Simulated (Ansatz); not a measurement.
## Run report: InSb, geometry relaxation (part 3 of 3)

InSb (slab, 12 atoms in the cell); DFT PBE+D3(BJ), scalar-relativistic, plane waves, PAW, no spin polarisation (Ansatz 0.2.0); cutoff 420 eV, 2×3×1 k-mesh, Gaussian smearing of 0.1 eV. The structure derives from an entry of the Crystallography Open Database. The input holds or restrains some coordinates. Forces given for the steps count only the free coordinates. It belongs to a series of runs on one base structure; here: clean slab, lower planes held.

Geometry of the input (Å; fractional positions):
```
9.2586  0.0000  0.0000
0.0000  6.5469  0.0000
0.0000  0.0000  20.6293
In 0.2500  0.5000  0.3878
In 0.7500  0.5000  0.3878
Sb 0.5000  0.2500  0.3878
Sb 0.0000  0.2500  0.3878
In 0.5000  0.0000  0.5000
In 0.0000  0.0000  0.5000
Sb 0.7500  0.7500  0.5000
Sb 0.2500  0.7500  0.5000
In 0.7500  0.5000  0.6122
In 0.2500  0.5000  0.6122
Sb 0.0000  0.2500  0.6122
Sb 0.5000  0.2500  0.6122
```

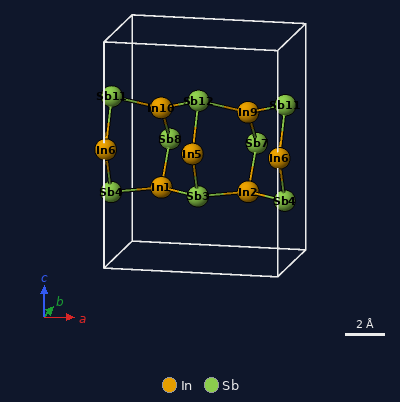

**Figure 1.** The geometry at step 4 of the log (ball-and-stick view of the cell of the calculation, with the vacuum cut short, seen slightly off an axis; atoms are numbered from 1 in the order of the input).

### Output, continued
```
  k-point 0: bands = ["-29.1597", "-29.1596", "-29.1474", "-29.1472", "-29.1373", "-29.1369", "-29.1178", "-29.1162", "-29.1144", "-29.1140", "-28.8653", "-28.8641", "-28.8518", "-28.8515", "-28.8315", "-28.8310", "-28.8205", "-28.8204", "-28.8093", "-28.8088", "-28.7920", "-28.7918", "-28.7914", "-28.7905", "-28.7092", "-28.7090", "-28.6955", "-28.6951", "-28.6720", "-28.6716", "-15.2755", "-15.2674", "-15.2393", "-15.2276", "-15.2237", "-15.2197", "-15.1988", "-15.1912", "-15.1875", "-15.1739", "-15.1703", "-15.1630", "-15.1450", "-15.1174", "-15.1056", "-15.1044", "-15.0984", "-15.0914", "-15.0875", "-15.0664", "-15.0114", "-14.9957", "-14.9832", "-14.9656", "-14.9614", "-14.9519", "-14.9336", "-14.9267", "-14.9250", "-14.9187", "-10.5139", "-9.5808", "-9.5194", "-9.2270", "-9.0481", "-8.8787", "-5.8682", "-5.8213", "-5.5918", "-5.4959", "-4.5524", "-3.7122", "-3.2762", "-2.6800", "-2.2740", "-2.2237", "-2.2083", "-2.0835", "-1.8747", "-1.7347", "-1.3645", "-1.3401", "-1.0400", "-0.5763", "-0.2863", "-0.0621", "0.3511", "0.6325", "1.1108", "1.2444", "1.4500", "1.6918", "1.9412", "2.1511", "2.2575", "2.7128", "3.0117", "3.0293", "3.3926", "3.5366", "3.6085"]
  k-point 1: bands = ["-29.1597", "-29.1596", "-29.1474", "-29.1472", "-29.1373", "-29.1369", "-29.1178", "-29.1162", "-29.1144", "-29.1140", "-28.8653", "-28.8641", "-28.8518", "-28.8515", "-28.8315", "-28.8310", "-28.8205", "-28.8204", "-28.8093", "-28.8088", "-28.7920", "-28.7918", "-28.7914", "-28.7905", "-28.7092", "-28.7090", "-28.6955", "-28.6951", "-28.6720", "-28.6716", "-15.2774", "-15.2647", "-15.2392", "-15.2278", "-15.2237", "-15.2195", "-15.1988", "-15.1908", "-15.1881", "-15.1736", "-15.1702", "-15.1628", "-15.1442", "-15.1153", "-15.1041", "-15.1041", "-15.0979", "-15.0901", "-15.0877", "-15.0660", "-15.0134", "-15.0004", "-14.9841", "-14.9680", "-14.9618", "-14.9535", "-14.9339", "-14.9263", "-14.9242", "-14.9184", "-10.2500", "-9.6140", "-9.4531", "-9.4489", "-9.1930", "-8.8663", "-6.0018", "-5.7460", "-5.6165", "-5.4897", "-4.8609", "-3.9807", "-2.7332", "-2.6592", "-2.6208", "-2.2650", "-2.2278", "-1.9200", "-1.5297", "-1.3387", "-1.3192", "-1.2108", "-1.0884", "-1.0529", "-0.4007", "-0.0152", "0.6478", "0.9244", "1.0697", "1.3242", "1.6110", "1.6240", "1.9166", "2.1381", "2.5695", "3.0428", "3.3422", "3.4104", "3.5533", "3.6314", "3.9392"]
  k-point 2: bands = ["-29.1597", "-29.1597", "-29.1473", "-29.1473", "-29.1371", "-29.1371", "-29.1170", "-29.1170", "-29.1142", "-29.1142", "-28.8647", "-28.8647", "-28.8516", "-28.8516", "-28.8312", "-28.8312", "-28.8204", "-28.8204", "-28.8091", "-28.8091", "-28.7918", "-28.7918", "-28.7911", "-28.7911", "-28.7091", "-28.7091", "-28.6953", "-28.6953", "-28.6718", "-28.6718", "-15.2713", "-15.2713", "-15.2339", "-15.2339", "-15.2222", "-15.2222", "-15.1911", "-15.1911", "-15.1820", "-15.1820", "-15.1685", "-15.1685", "-15.1308", "-15.1308", "-15.1028", "-15.1028", "-15.0970", "-15.0970", "-15.0779", "-15.0779", "-15.0017", "-15.0017", "-14.9768", "-14.9768", "-14.9558", "-14.9558", "-14.9303", "-14.9303", "-14.9218", "-14.9218", "-10.1777", "-10.1777", "-9.2992", "-9.2992", "-8.9548", "-8.9548", "-5.9299", "-5.9299", "-5.0484", "-5.0484", "-4.1736", "-4.1736", "-3.2112", "-3.2112", "-2.4940", "-2.4940", "-2.1998", "-2.1998", "-2.1493", "-2.1493", "-1.4115", "-1.4115", "-1.1727", "-1.1727", "0.1418", "0.1418", "1.0780", "1.0780", "1.4987", "1.4987", "1.7815", "1.7815", "2.0185", "2.0185", "2.7732", "2.7732", "3.1841", "3.1841", "3.4479", "3.4479", "4.0482"]
  k-point 3: bands = ["-29.1597", "-29.1597", "-29.1473", "-29.1473", "-29.1371", "-29.1371", "-29.1170", "-29.1170", "-29.1142", "-29.1142", "-28.8647", "-28.8647", "-28.8516", "-28.8516", "-28.8312", "-28.8312", "-28.8204", "-28.8204", "-28.8091", "-28.8091", "-28.7918", "-28.7918", "-28.7911", "-28.7911", "-28.7091", "-28.7091", "-28.6953", "-28.6953", "-28.6718", "-28.6718", "-15.2710", "-15.2710", "-15.2339", "-15.2339", "-15.2220", "-15.2220", "-15.1912", "-15.1912", "-15.1819", "-15.1819", "-15.1684", "-15.1684", "-15.1299", "-15.1299", "-15.1010", "-15.1010", "-15.0958", "-15.0958", "-15.0777", "-15.0777", "-15.0045", "-15.0045", "-14.9791", "-14.9791", "-14.9571", "-14.9571", "-14.9302", "-14.9302", "-14.9213", "-14.9213", "-9.9434", "-9.9434", "-9.3710", "-9.3710", "-9.2056", "-9.2056", "-5.6326", "-5.6326", "-5.1285", "-5.1285", "-4.7479", "-4.7479", "-2.8453", "-2.8453", "-2.8046", "-2.8046", "-2.1225", "-2.1225", "-1.7739", "-1.7739", "-1.4929", "-1.4929", "-1.0680", "-1.0680", "0.2395", "0.2395", "1.0055", "1.0055", "1.4568", "1.4568", "1.8725", "1.8725", "2.6103", "2.6103", "3.1183", "3.1183", "3.3218", "3.3218", "3.5727", "3.5727", "3.9464"]
--- Relaxed structure (7 steps of the walk, 7 accepted, 0 SCFs on fresh bases) ---
  F+E_penalty+E_count = -72494.38840860 eV   max|allowed force component| = 1.802e-2 eV/Å
  atoms:
    - { symbol: In, position: [0.24999999999999997, 0.5, 0.3877975199] }
    - { symbol: In, position: [0.7499999999999999, 0.5, 0.3877975199] }
    - { symbol: Sb, position: [0.49999999999999994, 0.25, 0.3877975199] }
    - { symbol: Sb, position: [0.0, 0.25, 0.3877975199] }
    - { symbol: In, position: [0.49999999999999994, 0.07290888386748946, 0.514722405054038] }
    - { symbol: In, position: [9.365572089255858e-18, 0.07290888386748946, 0.514722405054038] }
    - { symbol: Sb, position: [0.7499999999999999, 0.8194449692941205, 0.48744108479585996] }
    - { symbol: Sb, position: [0.24999999999999997, 0.8194449692941205, 0.48744108479585996] }
    - { symbol: In, position: [0.7499999999999999, 0.4982437652437222, 0.5818731944632713] }
    - { symbol: In, position: [0.24999999999999997, 0.4982437652437222, 0.5818731944632713] }
    - { symbol: Sb, position: [8.916162515593418e-18, 0.29964454758782877, 0.632491227015931] }
    - { symbol: Sb, position: [0.49999999999999994, 0.29964454758782877, 0.632491227015931] }
```

### Trajectory as extended XYZ (Å, eV, eV/Å), 7 frames, from step=1 to step=7
```
12
Lattice="9.2586 0.0000 0.0000 0.0000 6.5469 0.0000 0.0000 0.0000 20.6293" Properties=species:S:1:pos:R:3:forces:R:3 step=1 energy=-72492.84327
In    2.3147    3.2734    8.0000    0.0000  -0.5644   0.3943
In    6.9440    3.2734    8.0000    0.0000  -0.5644   0.3943
Sb    4.6293    1.6367    8.0000    0.0000   0.1038  -0.8360
Sb    0.0000    1.6367    8.0000    0.0000   0.1038  -0.8360
In    4.6293    0.0000   10.3147    0.0000   0.3931   0.0000
In    0.0000    0.0000   10.3147    0.0000   0.3931   0.0000
Sb    6.9440    4.9101   10.3147    0.0000   0.5279   0.0000
Sb    2.3147    4.9101   10.3147    0.0000   0.5279   0.0000
In    6.9440    3.2734   12.6293    0.0000  -0.5644  -0.3943
In    2.3147    3.2734   12.6293    0.0000  -0.5644  -0.3943
Sb    0.0000    1.6367   12.6293    0.0000   0.1037   0.8360
Sb    4.6293    1.6367   12.6293    0.0000   0.1037   0.8360
12
Lattice="9.2586 0.0000 0.0000 0.0000 6.5469 0.0000 0.0000 0.0000 20.6293" Properties=species:S:1:pos:R:3:forces:R:3 step=2 energy=-72493.50517
In    2.3147    3.2734    8.0000    0.0000  -0.4089   0.7572
In    6.9440    3.2734    8.0000    0.0000  -0.4089   0.7572
Sb    4.6293    1.6367    8.0000    0.0000   0.1159  -1.0629
Sb    0.0000    1.6367    8.0000    0.0000   0.1159  -1.0629
In    4.6293    0.1140   10.3592    0.0000   0.4645   0.3494
In    0.0000    0.1140   10.3592    0.0000   0.4645   0.3494
Sb    6.9440    5.0197   10.3068    0.0000   0.1665  -0.0442
Sb    2.3147    5.0197   10.3068    0.0000   0.1665  -0.0442
In    6.9440    3.1718   12.5265    0.0000  -0.2404  -0.5983
In    2.3147    3.1718   12.5265    0.0000  -0.2404  -0.5983
Sb    0.0000    1.6137   12.8229    0.0000  -0.0975   0.5992
Sb    4.6293    1.6137   12.8229    0.0000  -0.0975   0.5992
12
Lattice="9.2586 0.0000 0.0000 0.0000 6.5469 0.0000 0.0000 0.0000 20.6293" Properties=species:S:1:pos:R:3:forces:R:3 step=3 energy=-72494.07127
In    2.3147    3.2734    8.0000    0.0000  -0.2598   0.9046
In    6.9440    3.2734    8.0000    0.0000  -0.2598   0.9046
Sb    4.6293    1.6367    8.0000    0.0000   0.0299  -1.0137
Sb    0.0000    1.6367    8.0000    0.0000   0.0299  -1.0137
In    4.6293    0.2398   10.4484    0.0000   0.3030   0.4369
In    0.0000    0.2398   10.4484    0.0000   0.3030   0.4369
Sb    6.9440    5.1091   10.2669    0.0000   0.0285  -0.1047
Sb    2.3147    5.1091   10.2669    0.0000   0.0285  -0.1047
In    6.9440    3.0882   12.3502    0.0000  -0.1121  -0.3930
In    2.3147    3.0882   12.3502    0.0000  -0.1121  -0.3930
Sb    0.0000    1.6054   13.0061    0.0000   0.0099   0.1698
Sb    4.6293    1.6054   13.0061    0.0000   0.0099   0.1698
12
Lattice="9.2586 0.0000 0.0000 0.0000 6.5469 0.0000 0.0000 0.0000 20.6293" Properties=species:S:1:pos:R:3:forces:R:3 step=4 energy=-72494.27002
In    2.3147    3.2734    8.0000    0.0000  -0.1865   0.8031
In    6.9440    3.2734    8.0000    0.0000  -0.1865   0.8031
Sb    4.6293    1.6367    8.0000    0.0000   0.1239  -0.8836
Sb    0.0000    1.6367    8.0000    0.0000   0.1239  -0.8836
In    4.6293    0.3801   10.5344    0.0000   0.2110   0.3247
In    0.0000    0.3801   10.5344    0.0000   0.2110   0.3247
Sb    6.9440    5.2613   10.1494    0.0000  -0.0928   0.0810
Sb    2.3147    5.2613   10.1494    0.0000  -0.0928   0.0810
In    6.9440    3.2337   12.2451    0.0000  -0.0545  -0.3593
In    2.3147    3.2337   12.2451    0.0000  -0.0545  -0.3593
Sb    0.0000    1.7989   13.0566    0.0000  -0.0013   0.0338
Sb    4.6293    1.7989   13.0566    0.0000  -0.0013   0.0338
12
Lattice="9.2586 0.0000 0.0000 0.0000 6.5469 0.0000 0.0000 0.0000 20.6293" Properties=species:S:1:pos:R:3:forces:R:3 step=5 energy=-72494.37118
In    2.3147    3.2734    8.0000    0.0000  -0.0825   0.7717
In    6.9440    3.2734    8.0000    0.0000  -0.0825   0.7717
Sb    4.6293    1.6367    8.0000    0.0000   0.0750  -0.7182
Sb    0.0000    1.6367    8.0000    0.0000   0.0750  -0.7182
In    4.6293    0.4526   10.5987    0.0000  -0.0159   0.1195
In    0.0000    0.4526   10.5987    0.0000  -0.0159   0.1195
Sb    6.9440    5.3195   10.1127    0.0000  -0.0898  -0.0263
Sb    2.3147    5.3195   10.1127    0.0000  -0.0898  -0.0263
In    6.9440    3.1789   12.0587    0.0000   0.0574  -0.0163
In    2.3147    3.1789   12.0587    0.0000   0.0574  -0.0163
Sb    0.0000    1.8538   13.0941    0.0000   0.0561  -0.1304
Sb    4.6293    1.8538   13.0941    0.0000   0.0561  -0.1304
12
Lattice="9.2586 0.0000 0.0000 0.0000 6.5469 0.0000 0.0000 0.0000 20.6293" Properties=species:S:1:pos:R:3:forces:R:3 step=6 energy=-72494.38628
In    2.3147    3.2734    8.0000    0.0000  -0.1081   0.6995
In    6.9440    3.2734    8.0000    0.0000  -0.1081   0.6995
Sb    4.6293    1.6367    8.0000    0.0000   0.1259  -0.6799
Sb    0.0000    1.6367    8.0000    0.0000   0.1259  -0.6799
In    4.6293    0.4830   10.6213    0.0000  -0.0031   0.0285
In    0.0000    0.4830   10.6213    0.0000  -0.0031   0.0285
Sb    6.9440    5.3689   10.0595    0.0000  -0.0522   0.0313
Sb    2.3147    5.3689   10.0595    0.0000  -0.0522   0.0313
In    6.9440    3.2625   12.0196    0.0000   0.0039  -0.0156
In    2.3147    3.2625   12.0196    0.0000   0.0039  -0.0156
Sb    0.0000    1.9465   13.0683    0.0000   0.0335  -0.0639
Sb    4.6293    1.9465   13.0683    0.0000   0.0335  -0.0639
12
Lattice="9.2586 0.0000 0.0000 0.0000 6.5469 0.0000 0.0000 0.0000 20.6293" Properties=species:S:1:pos:R:3:forces:R:3 step=7 energy=-72494.38841
In    2.3147    3.2734    8.0000    0.0000  -0.1263   0.6844
In    6.9440    3.2734    8.0000    0.0000  -0.1263   0.6844
Sb    4.6293    1.6367    8.0000    0.0000   0.1314  -0.6928
Sb    0.0000    1.6367    8.0000    0.0000   0.1314  -0.6928
In    4.6293    0.4773   10.6184    0.0000  -0.0100   0.0088
In    0.0000    0.4773   10.6184    0.0000  -0.0100   0.0088
Sb    6.9440    5.3648   10.0556    0.0000  -0.0013   0.0135
Sb    2.3147    5.3648   10.0556    0.0000  -0.0013   0.0135
In    6.9440    3.2619   12.0037    0.0000   0.0162  -0.0180
In    2.3147    3.2619   12.0037    0.0000   0.0162  -0.0180
Sb    0.0000    1.9617   13.0479    0.0000  -0.0099   0.0041
Sb    4.6293    1.9617   13.0479    0.0000  -0.0099   0.0041
```

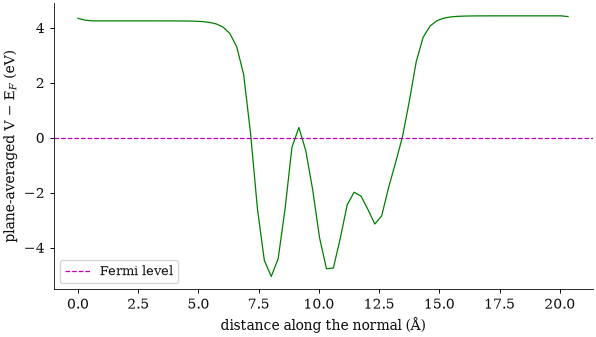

**Figure 2.** Plane average of the electrostatic potential energy of an electron across the cell, from the Fermi level. The vacuum level lies 4.44 eV above the Fermi level on the upper side and 4.25 eV on the lower.

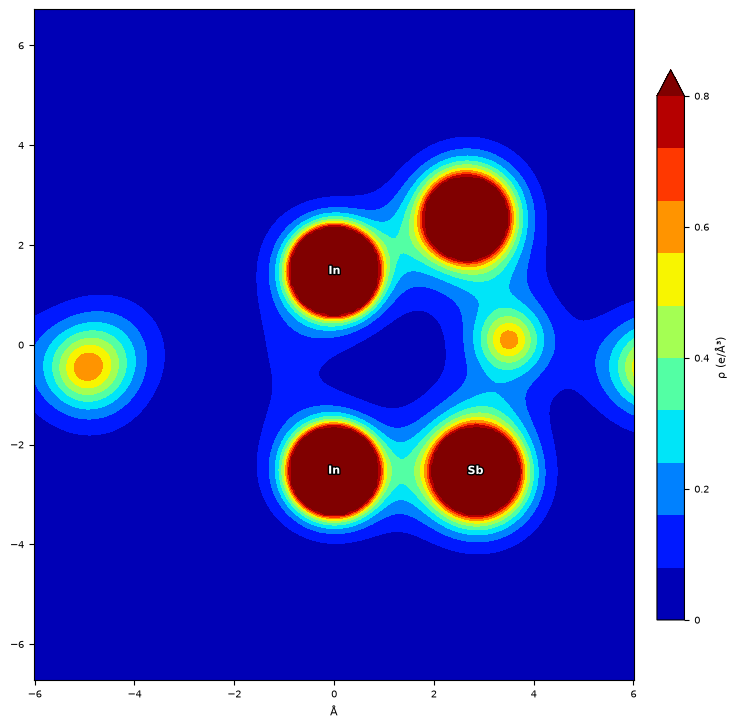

**Figure 3.** Valence electron density on the (110) plane of the calculation cell, a cut from vacuum to vacuum. In–Sb (2.83 Å): the density is about 0.34 e/Å³ at the midpoint. The density dies away to nearly zero in the vacuum. The fields are those of the smooth PAW valence density.

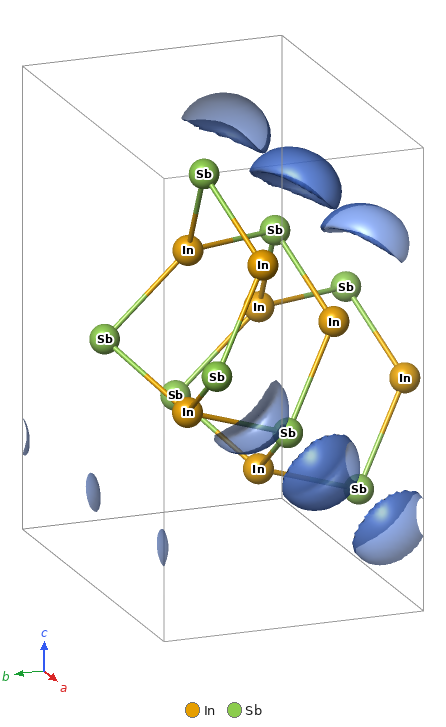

**Figure 4.** Isosurface of the ELF at 0.75 (blue), seen at an oblique angle. Only the valence region is drawn (cores and ρ < 0.01 e/Å³ removed). Sticks mark near contacts. Profiles from the grid: In–Sb (2.83 Å): the ELF is about 0.60 at the midpoint. In–Sb (2.90 Å): the ELF peaks at about 0.65 between the atoms.

### Key numbers

- outcome: converged under the restraints of the input
- electrons treated: 168
- free energy: −72494.3884 eV
- work function, top face: 4.44 eV
- work function, bottom face: 4.25 eV
- Fermi energy: −0.503 eV
- gap on the k-point mesh: 0.18 eV
- final volume: 1250.45 Å³
- work function (upper face): 4.44 eV
- largest force (length of the vector) at the end, held atoms and coordinates included: 0.705 eV/Å
- wall time: 1.8 min (CPU time 5.6 min)
- peak memory: 2.2 GiB

### Remarks

Warnings of the run: the exchange-correlation potential is rough where the density is thin.
